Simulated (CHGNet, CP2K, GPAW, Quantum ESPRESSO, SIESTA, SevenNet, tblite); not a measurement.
**How far do other methods lie from plane waves? Sn(100)/C(100) interface (94 atoms)**

One geometry of Sn(100)/C(100) interface (94 atoms) is solved by several programs and methods. How far do their forces lie from a plane-wave PBE run?

Results are calculated, not measured.

## 1. The cell

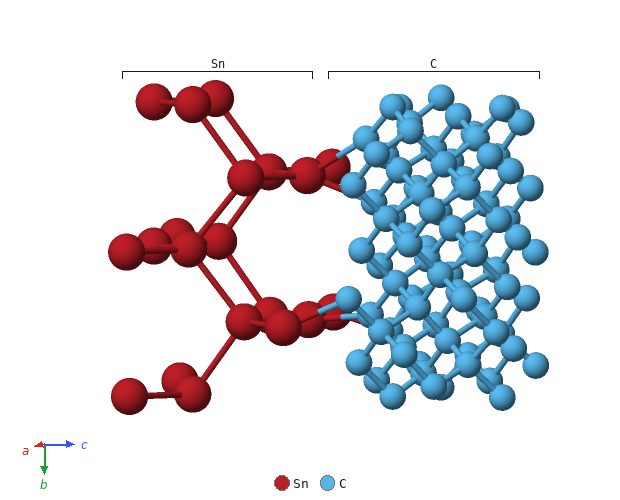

The cell (tin red, carbon blue). Bonds to atoms that aren't drawn are left out. Some periodic images of atoms are drawn too.

The cell holds 94 atoms (16 Sn and 78 C), with edges of 9.09, 9.09 and 23.44 Å. Recipe: diamond-structure Sn(100), 2 repeat layers, 4 surface cells, strained -0.90 and -0.90 %; diamond-structure C(100), 3 layers, 13 cells, -0.00 and -0.00 %; outer planes 2.08 Å apart, 12 Å of vacuum above; not relaxed, displaced by a Gaussian of 0.02 Å. Then every atom was moved at random, 0.03 Å r.m.s. a Cartesian component.

## 2. The reference input

Quantum ESPRESSO 7.5: Kohn-Sham DFT, PBE, SSSP efficiency 1.3.0 pseudopotentials, plane waves. Its input, pw.in:

```
&control
  calculation = 'scf'
  pseudo_dir = './pseudo'
  outdir = './tmp'
  disk_io = 'none'
  tprnfor = .true.
/
&system
  ibrav = 0
  nat = 94
  ntyp = 2
  ecutwfc = 45
  ecutrho = 360
  nosym = .true.
  occupations = 'smearing'
  smearing = 'fd'
  degauss = 0.003675
/
&electrons
  conv_thr = 4.7e-07
  electron_maxstep = 100
  mixing_beta = 0.2
  mixing_mode = 'local-TF'
  diagonalization = 'david'
/
ATOMIC_SPECIES
Sn 118.710 Sn.upf
C 12.011 C.upf
CELL_PARAMETERS angstrom
9.09410 0.00000 0.00000
0.00000 9.09410 0.00000
0.00000 0.00000 23.44054
ATOMIC_POSITIONS crystal
Sn 0.00391 0.99521 0.25745
Sn 0.25505 0.00476 0.32296
Sn 0.24857 0.25652 0.39511
Sn 0.00633 0.25179 0.46435
[... 88 atom lines left out ...]
C 0.86607 0.26894 0.70725
C 0.01936 0.53825 0.74138
K_POINTS gamma
```

```console
$ OMP_NUM_THREADS=1 mpirun -np 4 pw.x -in pw.in > output.txt
```

Wall time 8.7 min (4 MPI ranks of Arm Neoverse V2, shared host); peak memory 4.3 GiB.

It converged with an r.m.s. force component of 1.5 eV/Å.

## 3. What was run beside it

- CHGNet: machine-learned potential, published weights.
- CP2K 2026.2: Gaussian basis with GTH pseudopotentials and a plane-wave density; labels give functional, basis (MOLOPT sets; SR short-range, UZH the newer set with its own potentials), grid cutoff/relative cutoff and solver (OT: orbital transformation; TRS4, TC2, SIGN: linear-scaling purification with its sparsity filter), or its built-in tight binding.
- GPAW 26.7.0: PAW with atomic orbitals (LCAO), plane waves or a real-space grid of spacing h.
- SIESTA 5.4.2: numerical atomic orbitals, whose automatically made sets are far from complete, with PseudoDojo norm-conserving potentials that we converted to its format (checked against plane waves on the same files for H, C, O, Si, Ge and Ca alone); labels give functional, basis size, energy shift and mesh cutoff.
- SevenNet: machine-learned potential, published weights.
- tblite 0.8.0: extended tight binding, driven from Python.

All use the same cell and atoms, and the electronic-structure runs the same k-mesh.

## 4. All runs compared

Differences are against the reference: forces as r.m.s. over components, share as that over the reference's r.m.s. force, slope as the fitted ratio of a run's forces to the reference's.

```csv
run,"Δ force, r.m.s. (meV/Å)",share (%),slope,cores,CPU time,memory (GiB)
reference,-,-,-,4,35 min,4.3
CHGNet 0.3.0 potential,408,27.3,0.800,1,5.7 s,3.4
CHGNet r2SCAN potential,391,26.2,0.840,1,5.4 s,3.5
"CP2K PBE, DZVP-MOLOPT-SR, 157/50 Ry, diagonalisation (coarse)",63.2,4.23,1.025,2,6.5 min,1.1
"CP2K PBE, DZVP-MOLOPT-SR, 450/50 Ry, diagonalisation",54.4,3.64,1.026,4,9 min,4.9
"CP2K PBEsol, PBE potentials, DZVP-MOLOPT-SR, 450/50 Ry, diagonalisation",74.4,4.99,1.038,4,8.6 min,4.8
"GPAW PBE, LCAO dzp, h 0.2 Å",145,9.74,1.004,1,4.8 min,1.3
"GPAW revPBE, LCAO dzp, h 0.2 Å",183,12.3,0.998,1,5.2 min,1.3
"SIESTA PBE, DZP, shift 0.005 Ry, mesh 300 Ry",199,13.3,1.014,2,11 min,2.0
"SIESTA PBE, DZP, shift 0.01 Ry, mesh 300 Ry",175,11.7,1.020,2,7.7 min,1.7
SevenNet 0 potential,948,63.5,0.688,1,8 s,1.1
tblite GFN1-xTB,302,20.2,1.072,1,6.6 s,0.12
```

Rows marked coarse were listed beforehand as settings not expected to be converged; some can still land near the reference.

Times of the machine-learned potentials are mostly Python's start and the loading of weights.

CPU time is summed over cores on shared hosts, so it is rough.

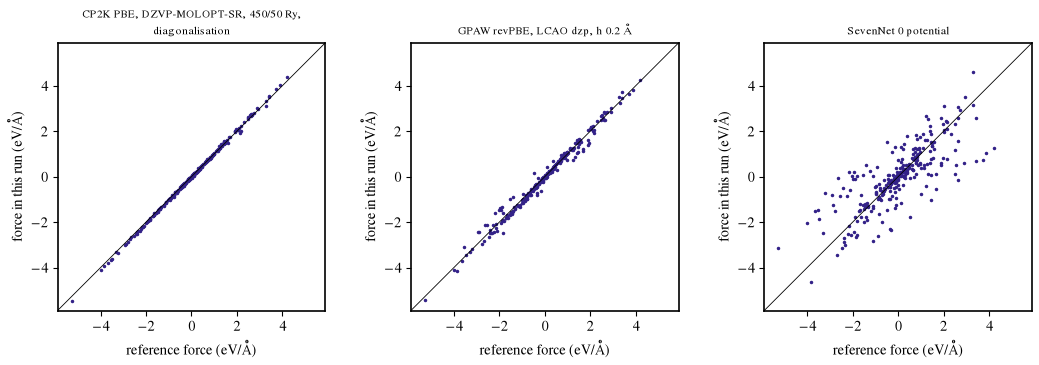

Force components against those of the reference; the line marks equality.

## 5. What came out

Forces lie from 3.6 % (CP2K PBE, DZVP-MOLOPT-SR, 450/50 Ry, diagonalisation) to 63 % (SevenNet 0 potential) of the reference's r.m.s. force of 1.5 eV/Å away from it. The PBE runs in local orbitals, coarse settings apart, differ by 3.6 % (CP2K PBE, DZVP-MOLOPT-SR, 450/50 Ry, diagonalisation) to 13 % (SIESTA PBE, DZP, shift 0.005 Ry, mesh 300 Ry); basis, grid and potentials can all enter. Tight binding differs by 20 % (tblite GFN1-xTB); it is another model, with fitted parameters of its own, and the xTB methods hold dispersion. Machine-learned potentials differ by 26 % (CHGNet r2SCAN potential) to 63 % (SevenNet 0 potential); they were trained on other programs' data, some at another functional. Among those trained on PBE data the slope goes as low as 0.69, with a correlation of 0.78, so directions differ as well as sizes.

Rows with another functional or a dispersion term differ by 5.0 % (CP2K PBEsol, PBE potentials, DZVP-MOLOPT-SR, 450/50 Ry, diagonalisation) to 12 % (GPAW revPBE, LCAO dzp, h 0.2 Å), which mixes the change of model with differences of basis and potentials, some of them made for another functional. Runs with settings chosen to be coarse differ by 4.2 % (CP2K PBE, DZVP-MOLOPT-SR, 157/50 Ry, diagonalisation), their programs' other errors included. From CP2K PBE, DZVP-MOLOPT-SR, 157/50 Ry, diagonalisation to the finer CP2K PBE, DZVP-MOLOPT-SR, 450/50 Ry, diagonalisation the share falls from 4.2 to 3.6 %.

**Limits.** Periodic xTB results under one method name differ between programs and library versions. The potentials hold different valence shells: 536 electrons in the reference, 376 in CP2K with DZVP-MOLOPT-SR; this bears on time and differences. Machine-learned potentials mimic data converged in k, so the reference's own k-point error enters their differences. The host structure and its lattice constant were typed by rule, without a check against the phase diagram. The electronic-structure runs sample only Γ, in a cell whose shortest periodic width is 9 Å, which is coarse for a cell with partly filled levels. The reference's 45/360 Ry lie under the cutoffs that SSSP recommends for Sn (60/480 Ry). The slab repeats along its normal with no dipole correction. Spin–orbit coupling is left out. Where levels are smeared, the DFT runs use Fermi–Dirac occupations at 580 K (0.05 eV), and energies are free energies. The atoms were displaced at random, and shares hang on the size of the forces that this gives. The reference's cutoffs and mesh weren't converged further here.

[Logs are printed without paths, hosts, clocks, repeated set-up lines and the standing remarks that a program may print on its own settings, such as how far it seeks lower states.]

[Hosts, paths, dates, database ids (printed as entryN), source tags and the programs' standing remarks are cut or masked in the printed files.]

[Cells were taken only where this reference lay near another plane-wave run.]
